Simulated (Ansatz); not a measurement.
## Sn: single-point calculation

The run: single-point calculation of Sn (slab, 7 atoms in the cell). Method and program: DFT PBE, scalar-relativistic, plane waves, PAW, no spin polarisation (Ansatz 0.2.0).

The structure derives from an entry of the Crystallography Open Database. It belongs to a series of runs on one base structure; here: vacuum without dipole correction: 5. Figures and captions count atoms from 1; the log counts them from 0 in places.

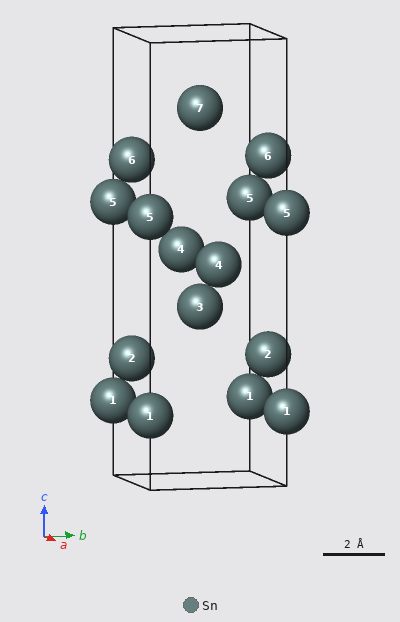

Fig. 1: The structure as given in the input (spheres-only view of the cell of the calculation, seen slightly off an axis; atoms are numbered from 1 in the order of the input). An atom can appear more than once, as a periodic image.

## Results in brief

- outcome: converged
- electrons treated: 98
- free energy: −42167.0523 eV
- Fermi energy: 4.140 eV
- gap on the k-point mesh: none (metallic)
- largest force (length of the vector): 0.148 eV/Å
- hardware: 1 thread of Arm Neoverse V1, 24 GiB of memory available, shared host
- wall time: 25 s
- peak memory: 0.53 GiB

## Input
```yaml
crystal:
  lattice:
    - [4.7067117294, 0.0, 0.0]
    - [0.0, 4.7067117294, 0.0]
    - [0.0, 0.0, 14.9844433429]
  atoms:
    - { symbol: Sn, position: [0.0, 0.0, 0.1668396979] }
    - { symbol: Sn, position: [0.5, 0.0, 0.2778931319] }
    - { symbol: Sn, position: [0.5, 0.5, 0.388946566] }
    - { symbol: Sn, position: [0.0, 0.5, 0.5] }
    - { symbol: Sn, position: [0.0, 0.0, 0.611053434] }
    - { symbol: Sn, position: [0.5, 0.0, 0.7221068681] }
    - { symbol: Sn, position: [0.5, 0.5, 0.8331603021] }
basis:
  ecutwfc: 420
kpoints:
  mp_grid: { grid: [8, 8, 1] }
hamiltonian:
  xc: pbe
scf:
  occupations: { method: gaussian, width: 0.1 }
output:
  forces: true
  stress: true
  eigenvalues: true
```

Run as:
```bash
ansatz run input.yaml --threads 1 --pin off --max-ram 2560MiB --backend cpu --events-out ev --progress --plain --runs-dir out
```

## The program's output
```
Engine: ansatz 0.2.0, aarch64-unknown-linux-gnu
Pseudopotentials: kind: paw
Pseudopotential: Sn, paw, valence charge 14, recommended cutoff 420 eV (normal), Sn.paw.azcp
Functional definition: PBE
  parameter kappa = 0.804
  parameter beta = 0.06672455060314922
  exchange = pbe_x(kappa = kappa, mu = beta*pi^2/3)
  correlation = pbe_c(beta = beta)
Crystal: 7 atoms, lattice volume = 331.952 Å³
Basis set: ecut = 420 eV, 6475 PW (Γ), exchange–correlation on 64×64×216 points (8 copies of the dense FFT grid, shifted against one another)
Bands: 59, of which v1, the nominal top of the filled ones, is band 49 counted from 1 (48 counted from 0)
Symmetry: 8 space group operations
Space group: P-4m2 (ITA 115), of the structure as read, at distance tolerance 6.9e-5 Å
k-points: 15 of 64
Non-local potential: Sn, projectors of the file, l = 0: 2, l = 1: 2, l = 2: 2, l = 3: 2
PAW form: soft (Blöchl's): semilocal exchange-correlation on the pseudo side does not see the compensation charge
PAW one-centre angular grid: Sn, 590 points (default); XC on 64 Gauss nodes
Initial density: superposition of atomic densities (neutral atoms: chi_scale 0, normalization atom), corrected by the library's trained network
Initial wavefunctions: pseudopotential atomic-orbital guess
Functional: x = pbe(κ = 0.804, μ = 0.2195149727645171), c = pbe(β = 0.06672455060314922)
SCF iter   1: F=—  HF=-42167.065745 eV  |F-HF|=—  |Δ(HF+E_count)|=         —  Δρ=2.42e-3  dr2=6.50e-2  ethr=1.77e-3  ⟨swp⟩=6.2  Hψ=3733  notcnv=0  defer=1
preconditioner: auto → LDOS  [metal: Δε(μ)=0.027 eV  Ē_g=18.733 eV  σ=0.100 eV  W_gap=0.15  n_scr=66 (ndim 8)  ℏωp=20.2 eV  f_vac=0.217  D(μ)=5.73/eV (n_scr^D=28)  β→1.0]
SCF iter   2: F=—  HF=-42167.051739 eV  |F-HF|=—  |Δ(HF+E_count)|=   1.40e-2  Δρ=9.99e-4  dr2=7.72e-3  ethr=6.64e-5  ⟨swp⟩=2.2  Hψ=1334  notcnv=0  defer=11
SCF iter   3: F=—  HF=-42167.052810 eV  |F-HF|=—  |Δ(HF+E_count)|=   1.07e-3  Δρ=6.95e-4  dr2=4.35e-3  ethr=7.88e-6  ⟨swp⟩=2.0  Hψ=1571  notcnv=0  defer=11
SCF iter   4: F=—  HF=-42167.052220 eV  |F-HF|=—  |Δ(HF+E_count)|=   5.90e-4  Δρ=2.20e-4  dr2=4.04e-4  ethr=4.44e-6  ⟨swp⟩=2.0  Hψ=1558  notcnv=0  defer=11
SCF iter   5: F=—  HF=-42167.052255 eV  |F-HF|=—  |Δ(HF+E_count)|=   3.51e-5  Δρ=6.37e-5  dr2=6.49e-5  ethr=4.12e-7  ⟨swp⟩=2.0  Hψ=1570  notcnv=0  defer=11
SCF iter   6: F=—  HF=-42167.052347 eV  |F-HF|=—  |Δ(HF+E_count)|=   9.20e-5  Δρ=2.74e-5  dr2=3.56e-6  ethr=6.62e-8  ⟨swp⟩=3.0  Hψ=1593  notcnv=0  defer=11
SCF iter   7: F=—  HF=-42167.052347 eV  |F-HF|=—  |Δ(HF+E_count)|=   2.40e-7  Δρ=7.25e-6  dr2=4.82e-7  ethr=3.63e-9  ⟨swp⟩=2.0  Hψ=1571  notcnv=0  defer=11
SCF iter   8: F=-42167.052347 eV  HF=-42167.052347 eV  |F-HF|=6.69e-10  |Δ(HF+E_count)|=   1.66e-7  Δρ=1.74e-6  dr2=3.00e-8  ethr=1.02e-10  ⟨swp⟩=11.6  Hψ=3888  notcnv=0
SCF 1 converged in 8 iterations: F = -42167.052347 eV  dr2 = 3.00e-8
  greatest PAW one-centre occupation: 0.991 electrons in one spin orbital (limit 2), on the Sn atom at site 6 (counted from 0), in its partial waves of l = 2
```

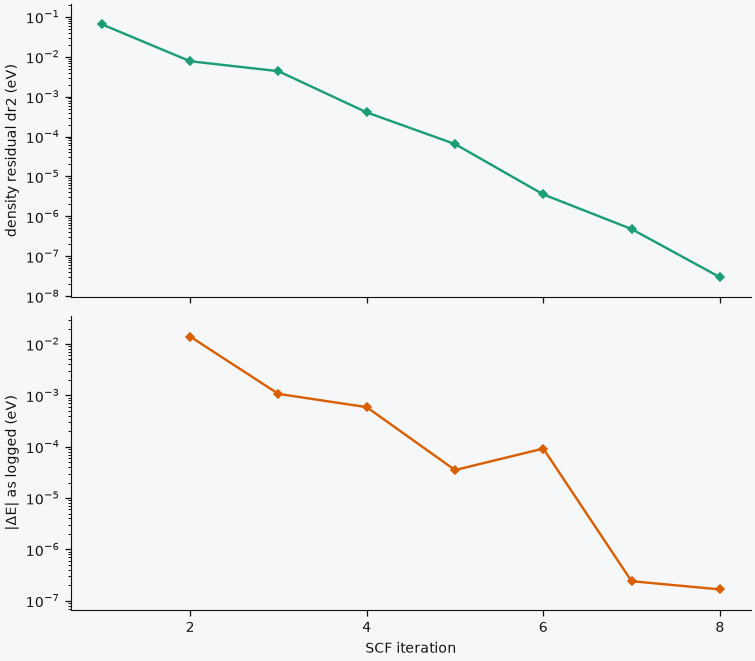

Fig. 2: Convergence of the self-consistent field: density residual dr2 and size of the energy change against the SCF iteration. The residual falls at every step.

```
SCF converged after 8 iterations
Free energy (F): -42167.052347 eV
Harris-Foulkes:  -42167.052347 eV  (|F-HF|=6.69e-10)
Internal energy: -42167.021789 eV  (E = F + TS)
E sigma→0 (E₀):  -42167.037068 eV
Entropy (-TS):   -0.030558 eV (-4.365 meV/atom)
Fermi energy:    4.139986 eV
--- Per-component energies (eV) ---
  E_band       = -1179.891249
  E_kinetic    = 1301.157009
  E_local      = -13550.884568  (includes V_loc(G=0)·N_el)
  E_nonlocal   = -226.220449
  E_hartree    = 7224.731307
  E_xc         = -2671.495452
  E_vxc        = -663.556870  (∫ρ·V_xc dr)
  E_paw        = -28955.732055  (= ΣΔE_a)
  E_vpaw       = -2489.833405  (= ΣTr[D̂ρ^β])
  E_aug_tail   = -0.000003  (compensation charges beyond the density's cutoff)
  E_ewald      = -5288.577578
  E_smearing   = -0.030558  (= −TS)
  E_closure    = 0.000000  (closes the sum)
  Σ components = -42167.052347   (vs F -42167.052347, Δ=0.00e0)
--- Forces (eV/Å), atoms counted from 1 ---
  atom   1  Sn    -0.00000000     0.00000000    -0.14792364
  atom   2  Sn     0.00000000     0.00000000     0.07551760
  atom   3  Sn     0.00000000     0.00000000     0.07932958
  atom   4  Sn     0.00000000     0.00000000     0.00000000
  atom   5  Sn     0.00000000     0.00000000    -0.07932958
  atom   6  Sn    -0.00000000     0.00000000    -0.07551760
  atom   7  Sn    -0.00000000     0.00000000     0.14792364
  max |Σ_I F_I| component: 5.55e-17 eV/Å
--- Stress (GPa, compression-positive) ---
       -0.275638       0.000000       0.000000
        0.000000      -0.275638       0.000000
        0.000000       0.000000       0.083456
  P = ⅓ Tr σ = -0.1559 GPa (-1.559 kbar)
--- Band table (eV; the first three rows and the last of 15) ---
  k-point 0: bands = ["-17.2079", "-17.2079", "-17.1452", "-17.1415", "-17.1261", "-17.1152", "-17.1144", "-17.1144", "-17.0825", "-17.0625", "-17.0580", "-17.0474", "-17.0474", "-17.0418", "-17.0418", "-17.0380", "-17.0317", "-16.9891", "-16.9549", "-16.9478", "-16.9204", "-16.9038", "-16.9005", "-16.8522", "-16.8522", "-16.7233", "-16.7206", "-16.6846", "-16.6846", "-16.6815", "-16.6804", "-16.6722", "-16.6692", "-16.6296", "-16.6296", "-5.4629", "-4.8196", "-3.9018", "-2.6440", "-1.1379", "0.6164", "2.1903", "2.4531", "2.4531", "3.1121", "3.1121", "3.9565", "3.9565", "4.8834", "5.1531", "5.4222", "5.4632", "5.7630", "5.7630", "6.0642", "6.0863", "6.3302", "7.5648", "7.5648"]
  k-point 1: bands = ["-17.2116", "-17.2087", "-17.1471", "-17.1370", "-17.1285", "-17.1199", "-17.1149", "-17.1069", "-17.0764", "-17.0621", "-17.0582", "-17.0477", "-17.0473", "-17.0450", "-17.0414", "-17.0357", "-17.0266", "-16.9891", "-16.9519", "-16.9485", "-16.9258", "-16.9063", "-16.9023", "-16.8516", "-16.8490", "-16.7293", "-16.7219", "-16.6849", "-16.6816", "-16.6814", "-16.6803", "-16.6785", "-16.6698", "-16.6289", "-16.6223", "-5.3728", "-4.7399", "-3.8461", "-2.6306", "-1.2025", "0.3766", "1.6856", "2.1328", "2.5301", "2.9264", "3.1668", "3.8445", "3.9564", "4.5334", "5.1384", "5.5067", "5.7615", "5.7801", "5.9552", "6.3170", "6.5564", "6.8681", "7.5324", "7.5684"]
  k-point 2: bands = ["-17.2136", "-17.2105", "-17.1532", "-17.1358", "-17.1306", "-17.1287", "-17.1059", "-17.0964", "-17.0681", "-17.0605", "-17.0589", "-17.0484", "-17.0477", "-17.0427", "-17.0374", "-17.0347", "-17.0212", "-16.9901", "-16.9540", "-16.9451", "-16.9337", "-16.9121", "-16.9018", "-16.8505", "-16.8482", "-16.7344", "-16.7271", "-16.6876", "-16.6855", "-16.6826", "-16.6805", "-16.6794", "-16.6630", "-16.6271", "-16.6158", "-5.1102", "-4.5191", "-3.7416", "-2.6076", "-1.3784", "-0.2285", "0.6983", "1.7850", "2.7497", "2.7852", "3.3091", "3.7011", "3.9192", "4.0355", "4.5180", "5.6626", "5.8176", "5.8189", "5.8577", "7.2127", "7.4230", "7.5965", "8.0323", "8.1738"]
  k-point 14: bands = ["-17.2238", "-17.1909", "-17.1909", "-17.1336", "-17.1336", "-17.1325", "-17.1021", "-17.0783", "-17.0652", "-17.0652", "-17.0560", "-17.0535", "-17.0198", "-17.0198", "-17.0086", "-16.9988", "-16.9988", "-16.9840", "-16.9831", "-16.9472", "-16.9472", "-16.9437", "-16.9037", "-16.9037", "-16.8259", "-16.7414", "-16.7408", "-16.6928", "-16.6890", "-16.6890", "-16.6874", "-16.6656", "-16.6656", "-16.6056", "-16.6046", "-2.8448", "-2.8198", "-2.8198", "-2.6736", "-2.6485", "-2.2682", "-2.2682", "1.8984", "1.9467", "1.9467", "1.9653", "2.2645", "3.5031", "3.5031", "3.7917", "4.0857", "5.9746", "6.1131", "6.1131", "6.4698", "7.4386", "8.2674", "8.2674", "9.1438"]
```

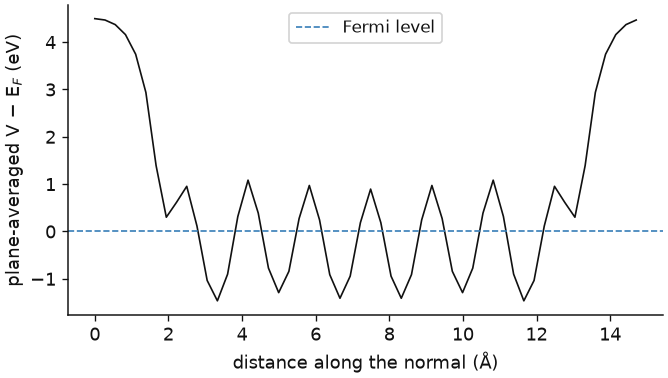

Fig. 3: Plane average of the electrostatic potential energy of an electron across the cell, from the Fermi level.

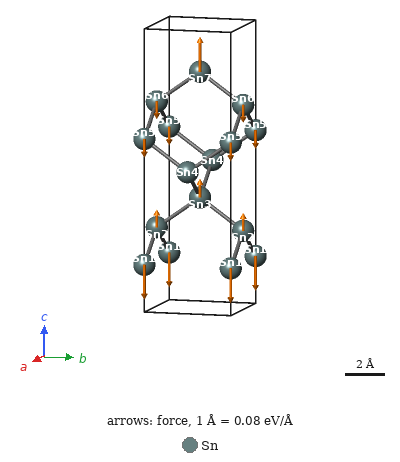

Fig. 4: Forces on the atoms as orange arrows (ball-and-stick view of the cell of the calculation, seen slightly off an axis; atoms are numbered from 1 in the order of the input). The largest act on Sn1, Sn7 (0.15 eV/Å); Sn2, Sn3, Sn5, Sn6 (0.08 eV/Å). The geometry is not a stationary point of this energy.
